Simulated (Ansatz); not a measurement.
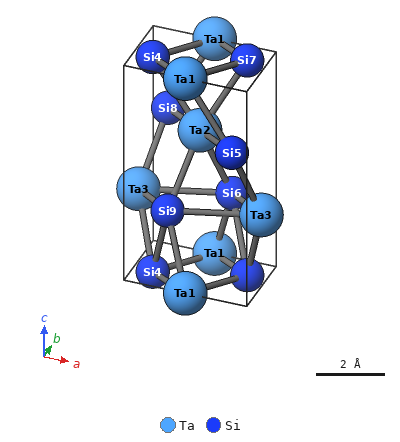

The input geometry (ball-and-stick view of the cell of the calculation, seen slightly off an axis; atoms are numbered from 1 in the order of the input). An atom can appear more than once, as a periodic image.

## Single-point calculation of TaSi$_{2}$

TaSi$_{2}$ (9 atoms in the cell), computed with DFT PBE, scalar-relativistic, plane waves, PAW, no spin polarisation (Ansatz 0.2.0).

The structure derives from an entry of the Crystallography Open Database. Figures and captions count atoms from 1; the log counts them from 0 in places.

### Output
```
Engine: ansatz 0.2.0, x86_64-unknown-linux-gnu
Pseudopotentials: kind: paw
Pseudopotential: Ta, paw, valence charge 13, recommended cutoff 420 eV (normal), Ta.paw.azcp
Pseudopotential: Si, paw, valence charge 4, recommended cutoff 420 eV (normal), Si.paw.azcp
Functional definition: PBE
  parameter kappa = 0.804
  parameter beta = 0.06672455060314922
  exchange = pbe_x(kappa = kappa, mu = beta*pi^2/3)
  correlation = pbe_c(beta = beta)
Crystal: 9 atoms, lattice volume = 130.215 Å³
Basis set: ecut = 420 eV, 2523 PW (Γ), exchange–correlation on 64×64×90 points (8 copies of the dense FFT grid, shifted against one another)
Bands: 41, of which v1, the nominal top of the filled ones, is band 32 counted from 1 (31 counted from 0)
Symmetry: 12 space group operations
Space group: P6422 (ITA 181), of the structure as read, at distance tolerance 5.1e-5 Å
k-points: 21 of 144 (time reversal used)
Non-local potential: Ta, projectors of the file, l = 0: 3, l = 1: 2, l = 2: 2, l = 3: 1
Non-local potential: Si, projectors of the file, l = 0: 2, l = 1: 2, l = 2: 2
PAW form: soft (Blöchl's): semilocal exchange-correlation on the pseudo side does not see the compensation charge
PAW one-centre angular grid: Ta, 590 points (default); XC on 64 Gauss nodes
PAW one-centre angular grid: Si, 110 points (default); XC on 64 Gauss nodes
Initial density: superposition of atomic densities (neutral atoms: chi_scale 0, normalization atom), corrected by the library's trained network
Initial wavefunctions: pseudopotential atomic-orbital guess
Functional: x = pbe(κ = 0.804, μ = 0.2195149727645171), c = pbe(β = 0.06672455060314922)
SCF iter   1: F=—  HF=-33615.914482 eV  |F-HF|=—  |Δ(HF+E_count)|=         —  Δρ=3.88e-3  dr2=1.11e-2  ethr=1.77e-3  ⟨swp⟩=7.0  Hψ=4010  notcnv=0
preconditioner: auto → Resta (q_TF=auto, 2.417 Å⁻¹)  ε∞=8.6  [insulator: Δε(μ)=0.124 eV  Ē_g=7.360 eV  σ=0.100 eV  W_gap=0.59  n_scr=22 (ndim 8)  ℏωp=20.3 eV  f_vac=0.000  D(μ)=3.30/eV (n_scr^D=22)  ε∞_Penn≈8.6]
SCF iter   2: F=—  HF=-33615.915893 eV  |F-HF|=—  |Δ(HF+E_count)|=   1.41e-3  Δρ=2.15e-3  dr2=2.80e-3  ethr=1.77e-5  ⟨swp⟩=2.0  Hψ=1192  notcnv=0
SCF iter   3: F=—  HF=-33615.916822 eV  |F-HF|=—  |Δ(HF+E_count)|=   9.29e-4  Δρ=3.74e-4  dr2=1.61e-4  ethr=4.44e-6  ⟨swp⟩=2.0  Hψ=1187  notcnv=0
automatic band count: iteration 3 solves 40 bands in place of 41: the levels show a gap, and the empty bands left out lie too high to hold charge; the band table lists the bands solved (type scf.n_extra_bands for more)
SCF iter   4: F=—  HF=-33615.916818 eV  |F-HF|=—  |Δ(HF+E_count)|=   3.54e-6  Δρ=7.92e-5  dr2=1.10e-5  ethr=2.55e-7  ⟨swp⟩=2.4  Hψ=1064  notcnv=0
SCF iter   5: F=—  HF=-33615.916870 eV  |F-HF|=—  |Δ(HF+E_count)|=   5.16e-5  Δρ=9.62e-6  dr2=1.09e-7  ethr=1.75e-8  ⟨swp⟩=2.3  Hψ=1170  notcnv=0
SCF iter   6: F=-33615.916870 eV  HF=-33615.916870 eV  |F-HF|=2.26e-9  |Δ(HF+E_count)|=  4.37e-10  Δρ=1.55e-6  dr2=3.96e-9  ethr=1.59e-10  ⟨swp⟩=9.8  Hψ=3514  notcnv=0
SCF 1 converged in 6 iterations: F = -33615.916870 eV  dr2 = 3.96e-9
  greatest PAW one-centre occupation: 1.000 electrons in one spin orbital (limit 2), on the Ta atom at site 2 (counted from 0), in its partial waves of l = 0
```

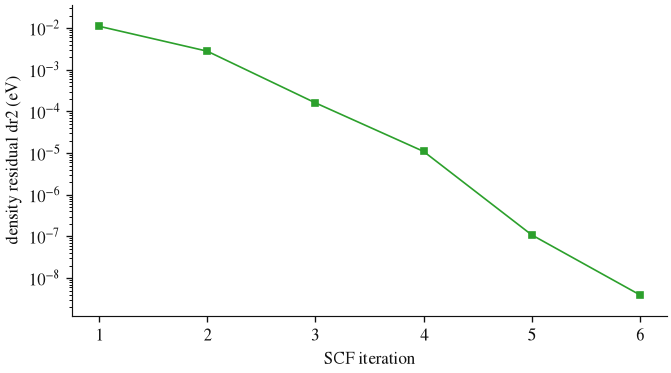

Convergence of the self-consistent field: density residual dr2 against the SCF iteration. The residual falls at every step.

```
SCF converged after 6 iterations
Free energy (F): -33615.916870 eV
Harris-Foulkes:  -33615.916870 eV  (|F-HF|=2.26e-9)
Internal energy: -33615.900436 eV  (E = F + TS)
E sigma→0 (E₀):  -33615.908653 eV
Entropy (-TS):   -0.016434 eV (-1.826 meV/atom)
Fermi energy:    15.192616 eV
--- Per-component energies (eV) ---
  E_band       = -255.642680
  E_kinetic    = 1362.498535
  E_local      = -2336.766232  (includes V_loc(G=0)·N_el)
  E_nonlocal   = 196.391208
  E_hartree    = 893.830931
  E_xc         = -998.521118
  E_vxc        = -908.947664  (∫ρ·V_xc dr)
  E_paw        = -28267.720579  (= ΣΔE_a)
  E_vpaw       = -356.483231  (= ΣTr[D̂ρ^β])
  E_aug_tail   = 0.000487  (compensation charges beyond the density's cutoff)
  E_ewald      = -4465.613668
  E_smearing   = -0.016434  (= −TS)
  E_closure    = -0.000000  (closes the sum)
  Σ components = -33615.916870   (vs F -33615.916870, Δ=0.00e0)
--- Forces (eV/Å), atoms counted from 1 ---
  atom   1  Ta     0.00000000    -0.00000000    -0.00000000
  atom   2  Ta     0.00000000     0.00000000     0.00000000
  atom   3  Ta    -0.00000000     0.00000000    -0.00000000
  atom   4  Si     0.00000000     0.02571766    -0.00000000
  atom   5  Si    -0.02227215     0.01285883     0.00000000
  atom   6  Si    -0.02227215    -0.01285883    -0.00000000
  atom   7  Si    -0.00000000    -0.02571766    -0.00000000
  atom   8  Si     0.02227215    -0.01285883     0.00000000
  atom   9  Si     0.02227215     0.01285883    -0.00000000
  max |Σ_I F_I| component: 9.02e-17 eV/Å
--- Stress (GPa, compression-positive) ---
        2.201534      -0.000000      -0.000000
       -0.000000       2.201534       0.000000
        0.000000      -0.000000       3.170536
  P = ⅓ Tr σ = 2.5245 GPa (25.245 kbar)
--- Band table (eV; the first three rows and the last of 21) ---
  k-point 0: bands = ["-52.4449", "-52.4296", "-52.4296", "-19.1335", "-19.1335", "-19.1325", "-19.0695", "-19.0695", "-18.9716", "-18.9711", "-18.9620", "-18.9620", "1.8166", "5.1351", "5.1351", "8.6466", "9.2394", "9.2394", "9.3596", "9.3596", "10.3893", "11.3462", "11.3462", "11.7183", "12.6500", "12.6500", "12.6976", "12.6976", "12.7565", "13.0101", "13.0101", "13.7088", "15.9358", "18.1792", "18.1792", "18.6332", "18.7436", "18.7623", "19.0890", "19.0890"]
  k-point 1: bands = ["-52.4435", "-52.4347", "-52.4259", "-19.1689", "-19.1222", "-19.0825", "-19.0753", "-19.0731", "-18.9868", "-18.9833", "-18.9757", "-18.9376", "2.0606", "3.8422", "6.4181", "8.8515", "8.8633", "9.3042", "9.7218", "9.7442", "10.2576", "10.3220", "10.7635", "11.1233", "12.4442", "12.7126", "12.9356", "12.9646", "13.0226", "13.1689", "13.6059", "14.2392", "16.6360", "17.5001", "17.9431", "18.4845", "18.6134", "18.7189", "19.0534", "19.0794"]
  k-point 2: bands = ["-52.4398", "-52.4398", "-52.4246", "-19.1815", "-19.0966", "-19.0966", "-19.0782", "-19.0285", "-19.0285", "-18.9840", "-18.9840", "-18.9277", "2.7648", "2.7648", "7.2123", "8.7249", "8.8950", "9.3464", "9.3464", "10.1117", "10.1117", "10.3150", "10.3150", "10.9933", "12.4052", "12.5245", "12.5245", "12.9693", "13.1640", "13.4106", "13.4106", "16.3366", "16.3366", "17.7969", "17.7969", "18.6403", "18.6850", "18.6850", "18.7403", "18.8648"]
  k-point 20: bands = ["-52.4397", "-52.4322", "-52.4322", "-19.1745", "-19.1514", "-19.1514", "-19.0466", "-19.0466", "-18.9982", "-18.9610", "-18.9610", "-18.9411", "4.7302", "4.7302", "5.3145", "6.1735", "6.1735", "7.2738", "9.9439", "10.3742", "10.3742", "10.6621", "12.4044", "12.4044", "12.6390", "12.6390", "12.6631", "12.8317", "14.4479", "14.4479", "15.0472", "15.0472", "16.1404", "16.7721", "16.7721", "17.5055", "18.0382", "18.0382", "18.6424", "18.7434"]
```

This output came from the following input.

### The input
```yaml
crystal:
  lattice:
    - [4.7839004637, 0.0, 0.0]
    - [-2.3919502318, 4.1429793307, 0.0]
    - [0.0, 0.0, 6.57]
  atoms:
    - { symbol: Ta, position: [0.5, 0.0, 0.0] }
    - { symbol: Ta, position: [0.5, 0.5, 0.6666666667] }
    - { symbol: Ta, position: [0.0, 0.5, 0.3333333333] }
    - { symbol: Si, position: [0.15897, 0.31794, 0.0] }
    - { symbol: Si, position: [0.84103, 0.15897, 0.6666666667] }
    - { symbol: Si, position: [0.68206, 0.84103, 0.3333333333] }
    - { symbol: Si, position: [0.84103, 0.68206, 0.0] }
    - { symbol: Si, position: [0.15897, 0.84103, 0.6666666667] }
    - { symbol: Si, position: [0.31794, 0.15897, 0.3333333333] }
basis:
  ecutwfc: 420
kpoints:
  mp_grid: { grid: [6, 6, 4] }
hamiltonian:
  xc: pbe
scf:
  occupations: { method: gaussian, width: 0.1 }
output:
  forces: true
  stress: true
  eigenvalues: true
```

Launched with:
```bash
ansatz run input.yaml --threads 4 --pin off --max-ram 10240MiB --backend cpu --events-out ev --progress --plain --runs-dir out
```

### Results in brief

| quantity | value |
| --- | --- |
| outcome | converged |
| space group (tolerance 0.01 Å) | P6₄22 (181) |
| electrons treated | 63 |
| free energy | −33615.9169 eV |
| Fermi energy | 15.193 eV |
| gap on the k-point mesh | none (metallic) |
| pressure | 2.52 GPa |
| largest force (length of the vector) | 0.026 eV/Å |
| hardware | 4 threads of Intel Xeon @ 2.50GHz (Skylake/Cascade Lake), 32 GiB of memory available, shared host |
| wall time | 2.1 s (CPU time 7.7 s) |
| peak memory | 0.51 GiB |

### Notes

Spin–orbit coupling is left out, which matters for Ta.
